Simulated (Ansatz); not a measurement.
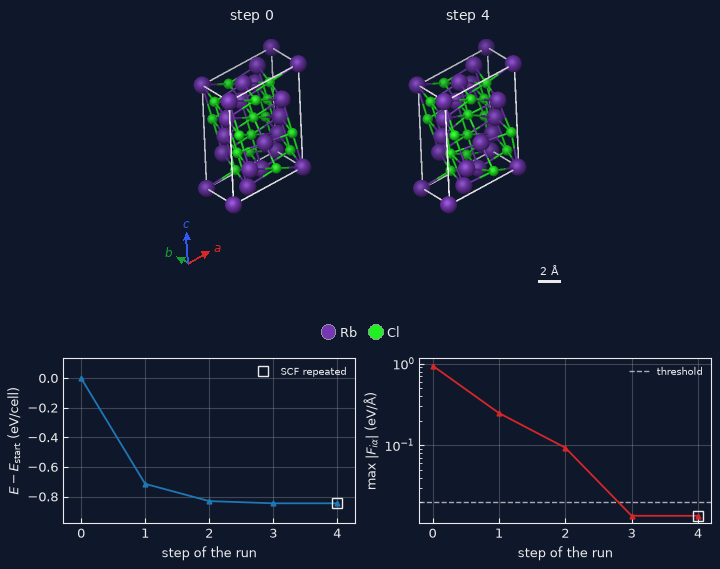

First and last geometry of a relaxation of a defect cell of composition Rb$_{11}$Cl$_{12}$ (started half-way along a vacancy jump, in the symmetry of that start), with the history of the run. Style: ball-and-stick. Shown: the cell of the calculation, reduced to other axes, slightly off an axis. Lengths and directions refer to the drawn axes.

Level of theory: DFT PBEsol, scalar-relativistic, plane waves, PAW in Ansatz 0.2.0.

The input:
```yaml
crystal:
  lattice:
    - [3.8848680441, 3.8848680441, -7.7697360881]
    - [7.7697360881, -3.8848680441, -3.8848680441]
    - [-3.8848680441, -3.8848680441, -7.7697360881]
  atoms:
    - { symbol: Rb, position: [0.75, 1.0, 0.75] }
    - { symbol: Rb, position: [0.2916666667, 1.1666666667, 0.625] }
    - { symbol: Rb, position: [0.25, 1.0, 0.25] }
    - { symbol: Rb, position: [0.0, 1.0, 1.0] }
    - { symbol: Rb, position: [0.4166666667, 0.6666666667, 0.75] }
    - { symbol: Rb, position: [0.1666666667, 0.6666666667, 0.5] }
    - { symbol: Rb, position: [0.8333333333, 0.3333333333, 0.5] }
    - { symbol: Rb, position: [0.5833333333, 0.3333333333, 0.25] }
    - { symbol: Rb, position: [0.3333333333, 0.3333333333, 0.0] }
    - { symbol: Rb, position: [0.9166666667, 0.6666666667, 0.25] }
    - { symbol: Rb, position: [0.6666666667, 0.6666666667, 0.0] }
    - { symbol: Cl, position: [0.2083333333, 0.3333333333, 0.375] }
    - { symbol: Cl, position: [0.875, 0.0, 0.375] }
    - { symbol: Cl, position: [0.625, 0.0, 0.125] }
    - { symbol: Cl, position: [0.375, 0.0, 0.875] }
    - { symbol: Cl, position: [0.125, 0.0, 0.625] }
    - { symbol: Cl, position: [0.5416666667, 0.6666666667, 0.375] }
    - { symbol: Cl, position: [0.2916666667, 0.6666666667, 0.125] }
    - { symbol: Cl, position: [0.9583333333, 0.3333333333, 0.125] }
    - { symbol: Cl, position: [0.7083333333, 0.3333333333, 0.875] }
    - { symbol: Cl, position: [0.4583333333, 0.3333333333, 0.625] }
    - { symbol: Cl, position: [0.0416666667, 0.6666666667, 0.875] }
    - { symbol: Cl, position: [0.7916666667, 0.6666666667, 0.625] }
basis:
  ecutwfc: 420
kpoints:
  mp_grid: { grid: [4, 4, 2] }
hamiltonian:
  xc: pbesol
scf:
  occupations: { method: gaussian, width: 0.05 }
output:
  forces: true
  stress: true
  eigenvalues: true
  write_density: true
  write_potential: true
  elf: true
  volumetric_format: npy
relax:
  adjacent_minimum: "off"
  f_tol: 0.02
  max_steps: 60
  escape_saddle: false
```

Run as
```bash
ansatz run input.yaml --threads 4 --pin off --max-ram 9216MiB --backend cpu --events-out ev --progress --plain --runs-dir out
```

Question: What do the curves and the structures tell?

Answer: It converged. The largest moves, 0.29 Å, are those of Cl12 and Cl15. Cl15 goes along [1 −2 −3]. Largest moves by element: Cl 0.29 Å, Rb 0.25 Å. The lattice vectors keep their values. Some distances before and after: Rb2–Cl12 2.747 → 3.042 Å, Rb2–Cl16 2.747 → 3.025 Å, Rb3–Cl15 3.364 → 3.201 Å, Rb10–Cl19 3.364 → 3.523 Å. Among the angles between lasting bonds that change: Rb1–Cl23–Rb5 109.5° → 107.3°, Rb1–Cl23–Rb6 70.5° → 72.7°. The energy falls by 0.845 eV per cell of the calculation in 3 accepted moves (4 points after the start). The largest force component goes from 0.95 to 0.014 eV/Å. 1 step only repeated the SCF at the same geometry. Cost: 5.8 min on 4 threads of Arm Neoverse N1, with other jobs on the host, peak memory 2.4 GiB.

Limits of the set-up: the cell has an odd number of electrons but was run without spin polarisation.
